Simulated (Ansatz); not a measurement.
CoSi

Input

```
crystal:
  lattice:
    - [4.5250417059, 0.0, 0.0]
    - [0.0, 4.5250417059, 0.0]
    - [0.0, 0.0, 4.5250417059]
  atoms:
    - { symbol: Co, position: [0.86, 0.64, 0.36], spin: 2.0 }
    - { symbol: Co, position: [0.64, 0.36, 0.86], spin: 2.0 }
    - { symbol: Co, position: [0.36, 0.86, 0.64], spin: 2.0 }
    - { symbol: Co, position: [0.14, 0.14, 0.14], spin: 2.0 }
    - { symbol: Si, position: [0.157, 0.343, 0.657] }
    - { symbol: Si, position: [0.343, 0.657, 0.157] }
    - { symbol: Si, position: [0.657, 0.157, 0.343] }
    - { symbol: Si, position: [0.843, 0.843, 0.843] }
hamiltonian:
  xc: pbe
  pseudopotentials: { kind: paw }
  dispersion: d4
magnetization:
  spin_polarized: true
kpoints:
  mp_grid: { grid: [6, 6, 6] }
scf:
  occupations: { method: fermi_dirac, width: 0.05 }
output:
  forces: true
  stress: true
  eigenvalues: true
  write_density: true
  write_potential: true
  elf: true
  volumetric_format: npy
```

Run with:

```sh
ansatz run input.yaml --threads 2 --pin off --max-ram 5120MiB --backend cpu --events-out ev --progress --plain --runs-dir out
```

Below, planes, directions and counts refer to the conventional cell (a = 4.53 Å, b = 4.53 Å, c = 4.53 Å, α = 90.00°, β = 90.00°, γ = 90.00°).

Space group P2₁3; computed pressure about −18 GPa in this cell; the program warned that a starting moment wasn't kept; spin-polarised, but the moments vanished.

All numbers below come from Ansatz, Kohn-Sham DFT of a periodic cell, PBE with D4, Ansatz PAW.

Core electrons are frozen (PAW), and the valence fields are smoothed inside the atomic spheres.

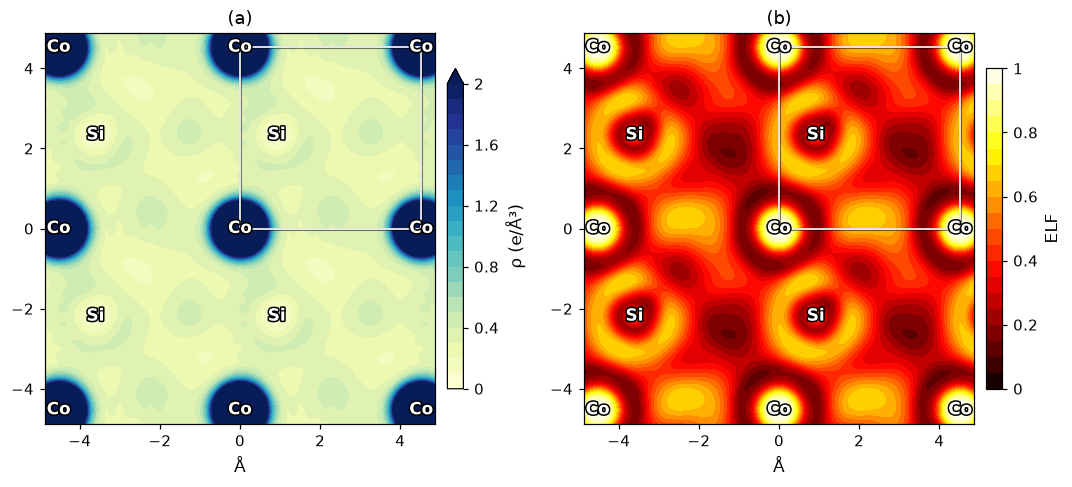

Figure 1. (a) valence electron density; (b) ELF on the (100) plane of the conventional cell.

**Read the bonding off the picture.**

Atoms in the plane: Co and Si.
Atoms just off the plane (Si, 0.9 Å away) can leave unmarked features too.
Co–Si (2.37 Å): the density is about 0.44 e/Å³ at the midpoint; the ELF peaks at about 0.70 in the valence shell of Si, 0.9 Å from its nucleus, and is about 0.50 at the midpoint.
Co–Si (2.51 Å): the density is about 0.36 e/Å³ at the midpoint; the ELF peaks at about 0.70 in the valence shell of Si, 0.9 Å from its nucleus, and is about 0.45 at the midpoint.
Between the atoms the lowest density in this plane is 0.18 e/Å³.
The features right at Co lie inside the PAW spheres, where the map follows smoothed inner orbitals and isn't to be read closely.

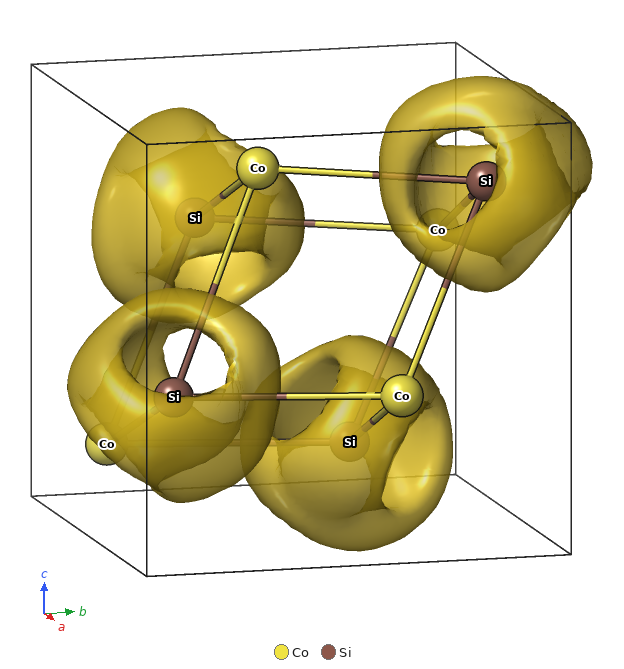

Figure 2. Isosurface of the electron localisation function at 0.6 (yellow), seen slightly off an axis. Core shells and regions of very low density are left out. Sticks mark near contacts.

**Where are the electrons localised?**

The surface consists of four regions wrapped around Si (the valence shell of each), counted in one cell of 8 atoms. Any copies at cell faces, edges or corners count once. Along the contacts the grid gives the following. Co–Si (2.33 Å): the ELF peaks at about 0.70 in the valence shell of Si, 0.9 Å from its nucleus, and is about 0.45 at the midpoint.

**Does the calculation make it a metal, or give it a gap?**

It is gapless in this calculation (a metal or semimetal).
